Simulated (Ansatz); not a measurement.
The structure in question:

```yaml
crystal:
  lattice:
    - [3.88912, 0.00000, 0.00000]
    - [0.00000, 3.88912, 0.00000]
    - [0.00000, 0.00000, 3.82989]
  atoms:
    - { symbol: Ti, position: [0.00000, 0.00000, 0.00000] }
    - { symbol: Al, position: [0.50000, 0.50000, 0.00000] }
    - { symbol: Al, position: [0.50000, 0.00000, 0.50000] }
    - { symbol: Al, position: [0.00000, 0.50000, 0.50000] }
```

### Say what kind of structure these coordinates give.

The structure is one of TiAl3. Strictly the space group is P4/mmm (No. 123, within 0.01 Å). It is a distorted form of a primitive cubic structure, space group Pm-3m (No. 221) within 0.25 Å: Cu₃Au (L1₂) type. Content of the cell: 1 Ti, 3 Al (Z = 1). Ti is coordinated by twelve Al in a cuboctahedral arrangement at 2.73 to 2.75 Å. Each Al is bonded to eight Al and four Ti in a cuboctahedral arrangement (2.73 to 2.75 Å to Al, 2.73 to 2.75 Å to Ti). The bonds build a three-dimensional framework.

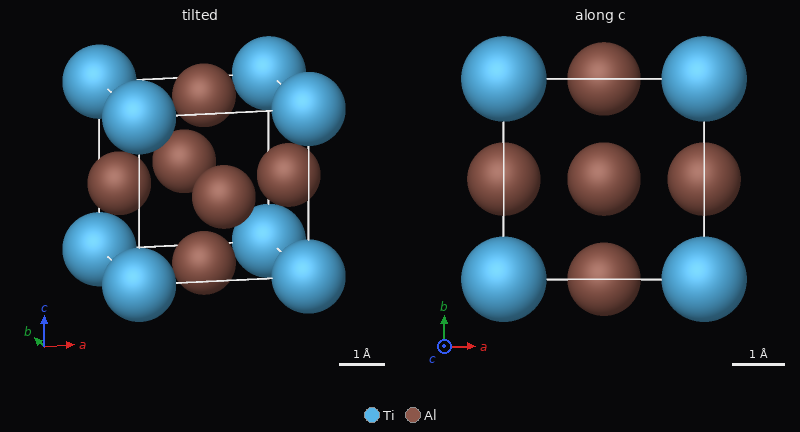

We look at a spheres-only model of the crystal slightly off an axis and along the c axis. The box is the unit cell; atoms on or close to its faces, edges and corners are drawn wherever they repeat.

Its origin is a structure listed in the Materials Project. The cell was then strained or its atoms displaced on purpose. It was run through Ansatz as a DFT input.

At this level of theory the run's own cell isn't at rest (compressed, at 8 GPa), so its distances can differ from those at equilibrium, the more so the softer the solid.
